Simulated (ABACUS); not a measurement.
Ta: single-point calculation (part 1 of 2)

System: Ta (Fm-3m, 1 atom in the cell).
Method: Kohn-Sham DFT of a periodic cell, PBE, PseudoDojo NC SR 0.4.1 PBE standard, no spin polarisation (ABACUS 3.10.1).

The structure derives from an entry of the Crystallography Open Database.

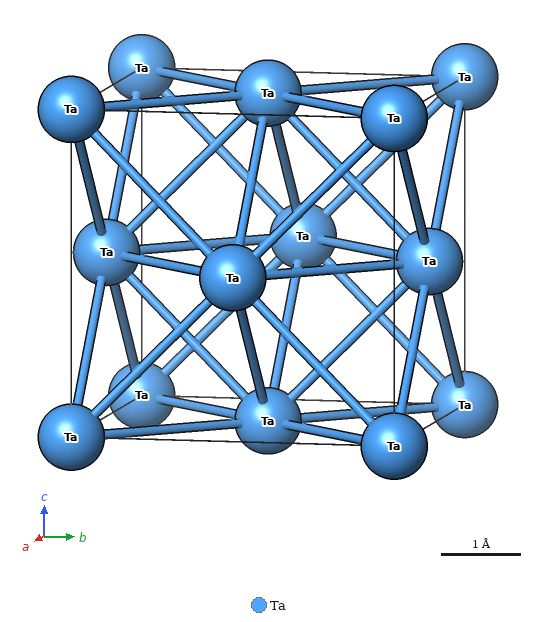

Figure 1. The structure as given in the input (ball-and-stick view of the cell 4 times as large as that of the calculation, set on its symmetry axes, seen slightly off an axis). Near neighbours in the crystal (not all of them lie inside the picture): Ta has 12 Ta at 2.98 Å.

## The input
```
INPUT_PARAMETERS
suffix              Ta
calculation         scf
basis_type          lcao
pseudo_dir          ./
orbital_dir         ./
symmetry            1
dft_functional      pbe
ecutwfc             100
pseudo_rcut         10
nspin               1
nbands              11
ks_solver           genelpa
smearing_method     fd
smearing_sigma      0.00367493
scf_thr             1e-07
scf_nmax            100
mixing_type         broyden
mixing_beta         0.7
cal_force           1
cal_stress          1
out_mul             1
```

## File STRU
```
ATOMIC_SPECIES
Ta 180.9479 Ta.upf

NUMERICAL_ORBITAL
Ta_confined-atom_7au_4s3p3d1f.orb

LATTICE_CONSTANT
1.8897261246

LATTICE_VECTORS
0.0000000000 2.1100000000 2.1100000000
2.1100000000 0.0000000000 2.1100000000
2.1100000000 2.1100000000 0.0000000000

ATOMIC_POSITIONS
Direct

Ta
0.0
1
0.0000000000 0.0000000000 0.0000000000 1 1 1
```

## File KPT
```
K_POINTS
0
Gamma
11 11 11 0 0 0
```

Run as:
```bash
OMP_NUM_THREADS=1 mpirun -np 4 abacus > log
```

## Output
```
ABACUS v3.10.1

               Atomic-orbital Based Ab-initio Computation at UStc

 ------------------------------------------------------------------------------------

 READING GENERAL INFORMATION
                           global_out_dir = OUT.Ta/
                           global_in_card = INPUT
                               pseudo_dir = ./
                              orbital_dir = ./
                                    DSIZE = 4
                                    GSIZE = 1

 READING UNITCELL INFORMATION
                                    ntype = 1
                  lattice constant (Bohr) = 1.88973
              lattice constant (Angstrom) = 1

 READING ATOM TYPE 1
                               atom label = Ta
                      L=0, number of zeta = 4
                      L=1, number of zeta = 3
                      L=2, number of zeta = 3
                      L=3, number of zeta = 1
             number of atom for this type = 1

                        TOTAL ATOM NUMBER = 1
DIRECT COORDINATES
    atom                   x                   y                   z     mag                  vx                  vy                  vz
taud_Ta1            0.0000000000        0.0000000000        0.0000000000  0.0000        0.0000000000        0.0000000000        0.0000000000

                          Volume (Bohr^3) = 126.787
                             Volume (A^3) = 18.7878

 Lattice vectors: (Cartesian coordinate: in unit of a_0)
                   +0               +2.11               +2.11
                +2.11                  +0               +2.11
                +2.11               +2.11                  +0
 Reciprocal vectors: (Cartesian coordinate: in unit of 2 pi/a_0)
            -0.236967           +0.236967           +0.236967
            +0.236967           -0.236967           +0.236967
            +0.236967           +0.236967           -0.236967
 The esolver type has been set to : ksdft_lcao

                PAO radial cut off (Bohr) = 10

 Read in pseudopotential file is Ta.upf
                     pseudopotential type = NC
          exchange-correlation functional = PBE
                 nonlocal core correction = 1
                        valence electrons = 13
                                     lmax = 3
                           number of zeta = 4
                     number of projectors = 8
                           L of projector = 0
                           L of projector = 0
                           L of projector = 1
                           L of projector = 1
                           L of projector = 2
                           L of projector = 2
                           L of projector = 3
                           L of projector = 3
     initial pseudo atomic orbital number = 10

 SETUP THE ELECTRONS NUMBER
            electron number of element Ta = 13
      total electron number of element Ta = 13
            AUTOSET number of electrons:  = 13
                           occupied bands = 7
                                   NLOCAL = 35
                                   NBANDS = 11
                                   NBANDS = 11
                                   NLOCAL = 35

%%%%%%%%%%%%%%%%%%%%%%%%%%%%%%%%%%%%%%%%%%%%%%%%%%%%%%%%%%%%%%%%%%%%%%%%%%%%%%%%%%%%%%%%%%%%%%%%%%%%%%%%%%
 Warning: the number of valence electrons in pseudopotential > 5 for Ta: [Xe] 4f14 5d3 6s2
 Pseudopotentials with additional electrons can yield (more) accurate outcomes, but may be less efficient.
 If you're confident that your chosen pseudopotential is appropriate, you can safely ignore this warning.
%%%%%%%%%%%%%%%%%%%%%%%%%%%%%%%%%%%%%%%%%%%%%%%%%%%%%%%%%%%%%%%%%%%%%%%%%%%%%%%%%%%%%%%%%%%%%%%%%%%%%%%%%%

 SETUP THE PLANE WAVE BASIS
 energy cutoff for charge/potential (unit:Ry) = 400
            fft grid for charge/potential = [ 36, 36, 36 ]
                        fft grid division = [ 3, 3, 3 ]
        big fft grid for charge/potential = [ 12, 12, 12 ]
                                     nbxx = 432
                                     nrxx = 11664

 SETUP PLANE WAVES FOR CHARGE/POTENTIAL
                    number of plane waves = 17153
                         number of sticks = 871

 PARALLEL PW FOR CHARGE/POTENTIAL
     PROC   COLUMNS(POT)             PW
        1            217           4288
        2            217           4288
        3            218           4288
        4            219           4289
 --------------- sum -------------------
        4            871          17153
                            number of |g| = 213
                                  max |g| = 36.1627
                                  min |g| = 0.16846

----------- Double Check Mixing Parameters Begin ------------
mixing_type: broyden
mixing_beta: 0.7
mixing_gg0: 1
mixing_gg0_min: 0.1
mixing_ndim: 8
----------- Double Check Mixing Parameters End ------------

 LATTICE VECTORS: (CARTESIAN COORDINATE: IN UNIT OF A0)
                   +0               +2.11               +2.11
                +2.11                  +0               +2.11
                +2.11               +2.11                  +0
                       right hand lattice = 1
                                   NORM_A = 2.98399
                                   NORM_B = 2.98399
                                   NORM_C = 2.98399
                           ALPHA (DEGREE) = 60
                           BETA  (DEGREE) = 60
                           GAMMA (DEGREE) = 60

 The lattice vectors have been changed (STRU_SIMPLE.cif)

(for optimal symmetric configuration:)
                             BRAVAIS TYPE = 3
                     BRAVAIS LATTICE NAME = 03. Cubic F (face-centered)
                                    ibrav = 3
                                    IBRAV = 3
                                  BRAVAIS = FACE CENTERED CUBIC
                       LATTICE CONSTANT A = 4.22
Original cell was already a primitive cell.
                        ROTATION MATRICES = 48
              PURE POINT GROUP OPERATIONS = 48
                   SPACE GROUP OPERATIONS = 48
                              POINT GROUP = O_h
               POINT GROUP IN SPACE GROUP = O_h

 SETUP K-POINTS
                                    nspin = 1
                   Input type of k points = Monkhorst-Pack(Gamma)
                                   nkstot = 1331
                       right hand lattice = 1
(for reciprocal lattice: )
                             BRAVAIS TYPE = 2
                     BRAVAIS LATTICE NAME = 02. Cubic I (body-centered)
                                    ibrav = 2
                       right hand lattice = 1
(for k-lattice: )
                             BRAVAIS TYPE = 2
                     BRAVAIS LATTICE NAME = 02. Cubic I (body-centered)
                                    ibrav = 2
                       right hand lattice = 1
                        ROTATION MATRICES = 48
                               nkstot_ibz = 56
K-POINTS REDUCTION ACCORDING TO SYMMETRY
     IBZ    DIRECT_X    DIRECT_Y    DIRECT_Z  WEIGHT  ibz2bz
       1  0.00000000  0.00000000  0.00000000  0.0008       0
       2  0.09090909  0.09090909  0.09090909  0.0060       1
       3  0.18181818  0.18181818  0.18181818  0.0060       2
       4  0.27272727  0.27272727  0.27272727  0.0060       3
       5  0.36363636  0.36363636  0.36363636  0.0060       4
       6  0.45454545  0.45454545  0.45454545  0.0060       5
       7  0.09090909  0.09090909  0.00000000  0.0045      12
       8  0.18181818  0.18181818  0.09090909  0.0180      13
       9  0.27272727  0.27272727  0.18181818  0.0180      14
      10  0.36363636  0.36363636  0.27272727  0.0180      15
      11  0.45454545  0.45454545  0.36363636  0.0180      16
      12 -0.45454545  0.45454545  0.45454545  0.0180      17
      13  0.45454545  0.36363636  0.36363636  0.0180      18
      14  0.36363636  0.27272727  0.27272727  0.0180      19
      15  0.27272727  0.18181818  0.18181818  0.0180      20
      16  0.18181818  0.09090909  0.09090909  0.0090      21
      17  0.18181818  0.18181818  0.00000000  0.0045      24
      18  0.27272727  0.27272727  0.09090909  0.0180      25
      19  0.36363636  0.36363636  0.18181818  0.0180      26
      20  0.45454545  0.45454545  0.27272727  0.0180      27
      21 -0.36363636  0.45454545  0.45454545  0.0180      28
      22 -0.45454545  0.36363636  0.36363636  0.0180      29
      23  0.45454545  0.27272727  0.27272727  0.0180      30
      24  0.36363636  0.18181818  0.18181818  0.0090      31
      25  0.27272727  0.27272727  0.00000000  0.0045      36
      26  0.36363636  0.36363636  0.09090909  0.0180      37
      27  0.45454545  0.45454545  0.18181818  0.0180      38
      28 -0.27272727  0.45454545  0.45454545  0.0180      39
      29 -0.36363636  0.36363636  0.36363636  0.0180      40
      30 -0.45454545  0.27272727  0.27272727  0.0090      41
[... 26 further k points ...]

                               nkstot now = 56
[... K-POINTS DIRECT COORDINATES: 56 rows ...]

           k-point number in this process = 56
       minimum distributed K point number = 56
[... stars of the k points ...]

[... K-POINTS CARTESIAN COORDINATES: 56 rows ...]

[... K-POINTS DIRECT COORDINATES: 56 rows ...]

 SETUP PLANE WAVES FOR WAVE FUNCTIONS
     energy cutoff for wavefunc (unit:Ry) = 100
              fft grid for wave functions = [ 36, 36, 36 ]
                    number of plane waves = 2975
                         number of sticks = 271

 PARALLEL PW FOR WAVE FUNCTIONS
     PROC   COLUMNS(POT)             PW
        1             67            744
        2             67            744
        3             69            744
        4             68            743
 --------------- sum -------------------
        4            271           2975

 SET NONLOCAL PSEUDOPOTENTIAL PROJECTORS
 max number of nonlocal projetors among all species is 8

 -------------------------------------------
 SELF-CONSISTENT
 -------------------------------------------

 SETUP SEARCHING RADIUS FOR PROGRAM TO SEARCH ADJACENT ATOMS
                  longest orb rcut (Bohr) = 7
   longest nonlocal projector rcut (Bohr) = 2.3
                     search radius (Bohr) = 18.6
              searching radius is (Bohr)) = 18.6
         searching radius unit is (Bohr)) = 1.89
                         PeriodicBoundary = 1
                        Radius(unit:lat0) = 9.84
                                   glayer = [ 6, 6, 6 ]
                             glayer_minus = [ 5, 5, 5 ]

Find the coordinate range of the input atom(unit:lat0).
                                  min_tau = [ -21.1, -21.1, -21.1 ]
                                  max_tau = [ 21.1, 21.1, 21.1 ]
                                BoxNumber = [ 11, 11, 11 ]

 SETUP EXTENDED REAL SPACE GRID FOR GRID INTEGRATION
                          real space grid = [ 36, 36, 36 ]
                 big cell numbers in grid = [ 12, 12, 12 ]
             meshcell numbers in big cell = [ 3, 3, 3 ]
                        extended fft grid = [ 19, 19, 19 ]
                dimension of extened grid = [ 51, 51, 51 ]
                            UnitCellTotal = 125
              Atom number in sub-FFT-grid = 1
    Local orbitals number in sub-FFT-grid = 35
                                ParaV.nnr = 30132
                                 init_chg = atomic

 LCAO ALGORITHM --------------- ION=   1  ELEC=   1--------------------------------

 Density error is 0.0551066685529
----------------------------------------------------------
     Energy           Rydberg                 eV
----------------------------------------------------------
 E_KohnSham     -130.1837684143      -1771.2410375468
 E_Harris       -131.1276244158      -1784.0828572586
 E_Fermi        1.3421471519         18.2608488205
----------------------------------------------------------

 LCAO ALGORITHM --------------- ION=   1  ELEC=   2--------------------------------

 Density error is 0.0115205024365
----------------------------------------------------------
     Energy           Rydberg                 eV
----------------------------------------------------------
 E_KohnSham     -130.1877466043      -1771.2951635986
 E_Harris       -130.2257021180      -1771.8115748549
 E_Fermi        1.3223441898         17.9914156989
```
